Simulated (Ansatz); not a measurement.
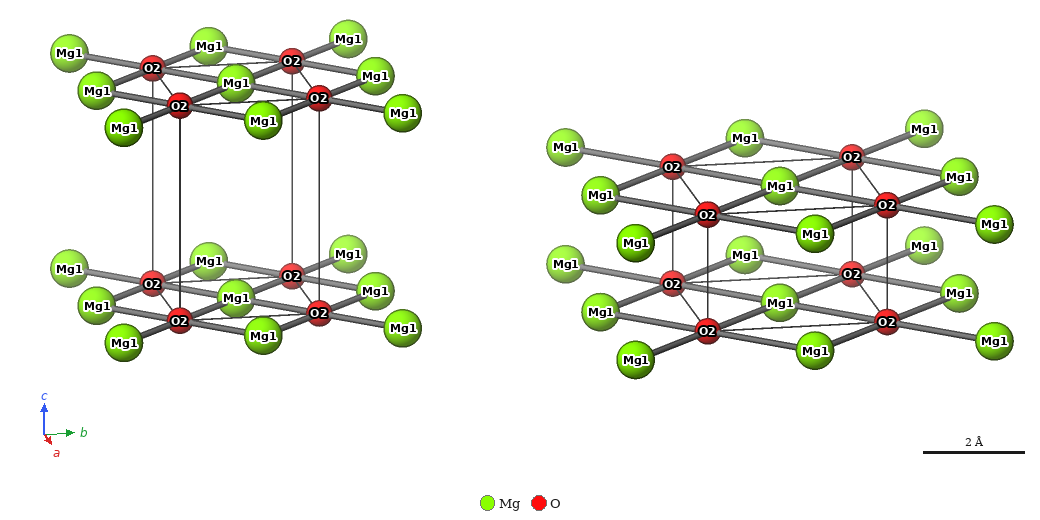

Two geometries of solid MgO (a generated structure, set up in P4/mmm) (coarse preliminary run), drawn at one scale. One is the start of a relaxation, the other its converged end. The picture is a ball-and-stick view of the cell of the calculation, seen slightly off an axis.

Level of theory: Ansatz, DFT PBE, scalar-relativistic, plane waves, PAW. (plane-wave cutoff 420 eV; k-point mesh 6 × 6 × 8; occupations gaussian; smearing width 0.1 eV; no spin polarisation; cell and atoms relaxed; force threshold 0.04 eV/Å; at most 70 steps)

### Which of the two is the end point?

The left one is the relaxed one. No atom moves by more than 0.005 Å relative to the cell. The volume changes by +11.2 %, with a = b 3.642 → 2.829 Å (−22.3 %), c 2.414 → 4.446 Å (+84.2 %). Near-neighbour distances that change, for instance: Mg1–Mg1 2.414 → 4.446 Å, Mg1–O2 2.575 → 2.000 Å. The space group stays P4/mmm (No. 123). After 19 accepted moves (24 points after the start) the energy has fallen by 2192 meV per atom. All forces vanish by symmetry, so only the cell relaxes. The pressure goes from −10.10 to 0.05 GPa. The SCF was repeated 5 times at an unchanged geometry on a basis and grid sized afresh for the cell, which shifted the energy by 74.1 meV per atom at most. The run took 27 s on 1 thread of Arm Neoverse V2, with other jobs on the host, peak memory 0.29 GiB.

Limits of the set-up: layers or molecules are held without a dispersion correction, so their spacing is unreliable.
